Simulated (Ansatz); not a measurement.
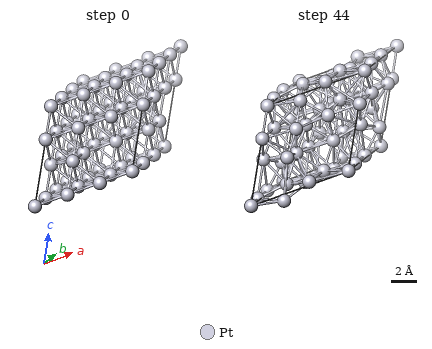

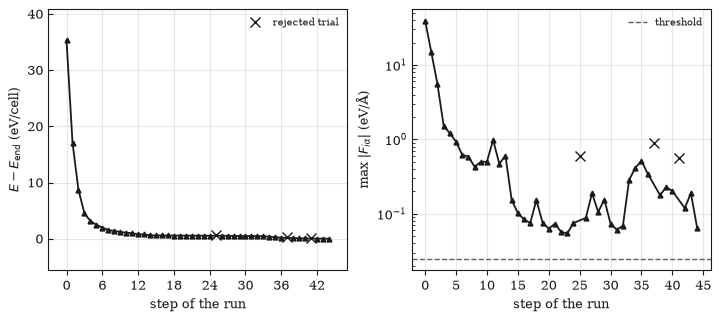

First and last geometry of a relaxation of a defect cell of composition Pt (coarse preliminary run), with the history of the run. A ball-and-stick model of the cell of the calculation, reduced to other axes, seen slightly off an axis. Lengths and directions refer to the drawn axes.

Case: Pt interstitial, charge +0, atoms relaxed at the host's cell.

Computed with DFT PBE, scalar-relativistic, plane waves, PAW (Ansatz).

Input
```yaml
crystal:
  lattice:
    - [-5.9553460481, 5.9553460481, 0.0]
    - [-5.9553460481, 0.0, 5.9553460481]
    - [0.0, 5.9553460481, 5.9553460481]
  atoms:
    - { symbol: Pt, position: [0.0, 0.0, 0.0] }
    - { symbol: Pt, position: [0.3333333333, 0.0, 0.0] }
    - { symbol: Pt, position: [0.0, 0.3333333333, 0.0] }
    - { symbol: Pt, position: [-0.0070366249, 0.0022713015, 0.3335046052] }
    - { symbol: Pt, position: [0.6666666667, 0.0, 0.0] }
    - { symbol: Pt, position: [0.3333333333, 0.3333333333, 0.0] }
    - { symbol: Pt, position: [0.3333333333, 0.0, 0.3333333333] }
    - { symbol: Pt, position: [0.0, 0.6666666667, 0.0] }
    - { symbol: Pt, position: [0.0, 0.3333333333, 0.3333333333] }
    - { symbol: Pt, position: [0.0, 0.0, 0.6666666667] }
    - { symbol: Pt, position: [0.6666666667, 0.3333333333, 0.0] }
    - { symbol: Pt, position: [0.6482622888, 0.0073626404, 0.3394949082] }
    - { symbol: Pt, position: [0.3333333333, 0.6666666667, 0.0] }
    - { symbol: Pt, position: [0.3333333333, 0.3333333333, 0.3333333333] }
    - { symbol: Pt, position: [0.3333333333, 0.0, 0.6666666667] }
    - { symbol: Pt, position: [-0.0198582884, 0.6575914284, 0.347168567] }
    - { symbol: Pt, position: [0.0, 0.3333333333, 0.6666666667] }
    - { symbol: Pt, position: [0.6666666667, 0.6666666667, 0.0] }
    - { symbol: Pt, position: [0.6666666667, 0.3333333333, 0.3333333333] }
    - { symbol: Pt, position: [0.6867592009, -0.0029576545, 0.6541620324] }
    - { symbol: Pt, position: [0.3333333333, 0.6666666667, 0.3333333333] }
    - { symbol: Pt, position: [0.3333333333, 0.3333333333, 0.6666666667] }
    - { symbol: Pt, position: [0.0034336903, 0.6631813212, 0.6620216848] }
    - { symbol: Pt, position: [0.6666666667, 0.6666666667, 0.3333333333] }
    - { symbol: Pt, position: [0.6666666667, 0.3333333333, 0.6666666667] }
    - { symbol: Pt, position: [0.3333333333, 0.6666666667, 0.6666666667] }
    - { symbol: Pt, position: [0.6769861396, 0.6575778506, 0.6665482682] }
    - { symbol: Pt, position: [0.8420857434, 0.8349534209, 0.5034362665] }
basis:
  ecutwfc: 420
  xc_grid: 2
kpoints:
  mp_grid: { grid: [1, 1, 1], shift: [0.0, 0.0, 0.0] }
hamiltonian:
  xc: pbe
scf:
  occupations: { method: gaussian, width: 0.1 }
output:
  forces: true
  stress: false
  eigenvalues: true
relax:
  adjacent_minimum: "off"
  f_tol: 0.025
  max_steps: 45
```

Launched with:
```bash
ansatz run input.yaml --threads 4 --pin off --max-ram 8192MiB --backend cpu --events-out ev --progress --plain --runs-dir out
```

Did the run converge, and what did it change?

Answer. The relaxation stopped without meeting its thresholds, so the last structure isn't shown to be converged. It used up its limit of 45 steps. The energy falls by 35.280 eV per cell of the calculation in 41 accepted moves (44 points after the start). The largest force component goes from 39 to 0.065 eV/Å. The line search rejected the trial steps at points 25, 37, 41 of the run. The atom that moves furthest is Pt16 (0.92 Å roughly along [2 2 −3]). The cell stays as it was. Some distances before and after: Pt6–Pt16 4.002 → 2.761 Å, Pt16–Pt27 2.624 → 3.724 Å, Pt6–Pt12 3.899 → 2.908 Å, Pt12–Pt27 2.857 → 3.738 Å. Bond angles that change, for instance: Pt16–Pt28–Pt27 80.9° → 98.0°, Pt4–Pt28–Pt23 95.3° → 83.5°, Pt12–Pt28–Pt27 86.3° → 97.4°.

Limits of the set-up: the k-point mesh is coarse for a cell with partly filled bands; the periodic images lie only 8.4 Å apart, so the values are limited by the cell's size.
